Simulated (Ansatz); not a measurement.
**CO: density, localisation and related maps**

The calculation's input:

```
crystal:
  lattice:
    - [5.7637801402, 0.0, 0.0]
    - [0.0, 5.7637801402, 0.0]
    - [0.0, 0.0, 5.7637801402]
  atoms:
    - { symbol: C, position: [0.9639538687, 0.9639538687, 0.9639538687] }
    - { symbol: C, position: [0.5360461313, 0.0360461313, 0.4639538687] }
    - { symbol: C, position: [0.4639538687, 0.5360461313, 0.0360461313] }
    - { symbol: C, position: [0.0360461313, 0.4639538687, 0.5360461313] }
    - { symbol: O, position: [0.0776133924, 0.0776133924, 0.0776133924] }
    - { symbol: O, position: [0.4223866076, 0.9223866076, 0.5776133924] }
    - { symbol: O, position: [0.5776133924, 0.4223866076, 0.9223866076] }
    - { symbol: O, position: [0.9223866076, 0.5776133924, 0.4223866076] }
basis:
  ecutwfc: 420
kpoints:
  mp_grid: { grid: [4, 4, 4] }
hamiltonian:
  xc: pbe
scf:
  occupations: { method: gaussian, width: 0.02 }
output:
  forces: true
  stress: true
  eigenvalues: true
  write_density: true
  write_potential: true
  elf: true
  volumetric_format: npy
relax:
  adjacent_minimum: "off"
  f_tol: 0.01
  max_steps: 80
  cell: { stress_tol: 0.05 }
```

Command:

```sh
ansatz run input.yaml --threads 1 --pin off --max-ram 2560MiB --backend cpu --events-out ev --progress --plain --runs-dir out
```

Below, planes, directions and counts refer to the conventional cell (a = 6.10 Å, b = 6.10 Å, c = 6.10 Å, α = 90.00°, β = 90.00°, γ = 90.00°).

The fields are those of the relaxed geometry.

Space group P2₁3; started from the database_198 prototype, which need not be the ambient phase.

All numbers below come from Ansatz, DFT PBE, scalar-relativistic, plane waves, PAW.

The density is the valence pseudo-density of a PAW calculation; it isn't the true density close to the nuclei.

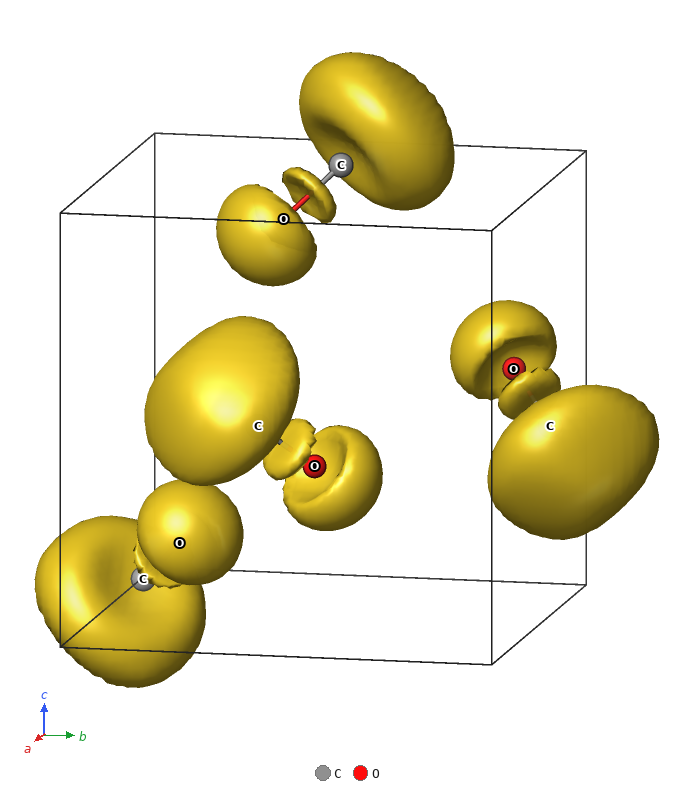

Figure 1. Isosurface of the electron localisation function at 0.8 (yellow), seen slightly off an axis. Core shells and regions of very low density are left out. Sticks mark near contacts.

Where are the electrons localised?

Answer. The ELF exceeds this value in four regions between bonded C–O atoms (shared pairs), four lobes on C, pointing away from the bonds (lone pairs) and four lobes on O, pointing away from the bonds (lone pairs, which may merge into one lobe), counted in one cell of 8 atoms. Regions shared between cells count once.


C–O (1.13 Å): the ELF peaks at about 0.85 between the atoms (inside overlapping PAW spheres, so only a guide); a short, multiple covalent bond.

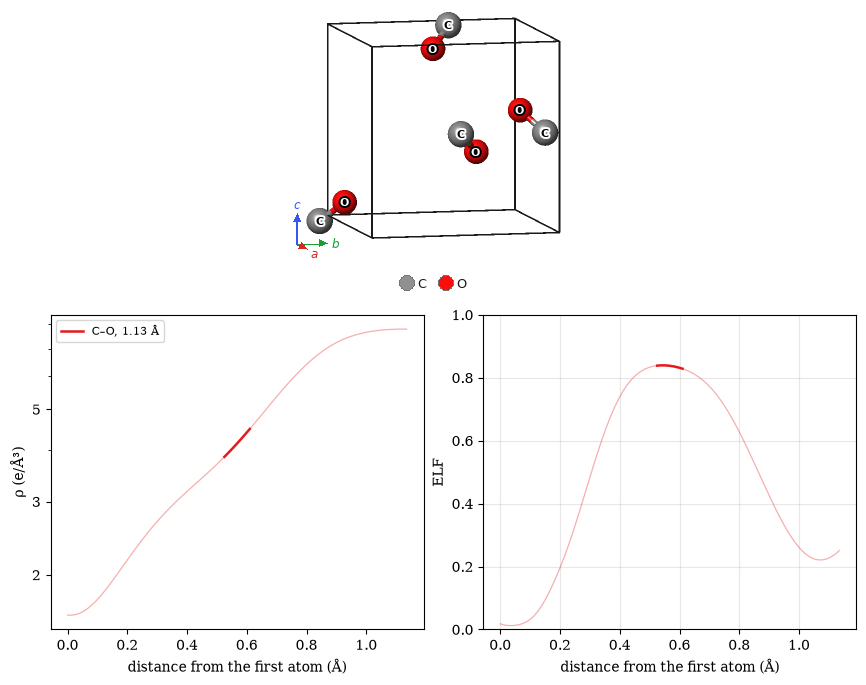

Figure 2. Valence charge density (pseudo) and electron localisation function along straight lines between neighbouring atoms. Thin, pale parts lie inside the atomic spheres. The structure is drawn too.

What can be read from the curves?

Answer. C–O (1.13 Å): ρ is about 4.1 e/Å³ halfway; the ELF peaks at about 0.85 between the atoms (inside overlapping PAW spheres, so only a guide); a short, multiple covalent bond.

Metal or insulator at this level of theory?

Answer. It is gapped, with a Kohn–Sham gap of 6.3 eV on the k-point mesh (the band edges may lie off the mesh, which would make the gap smaller).
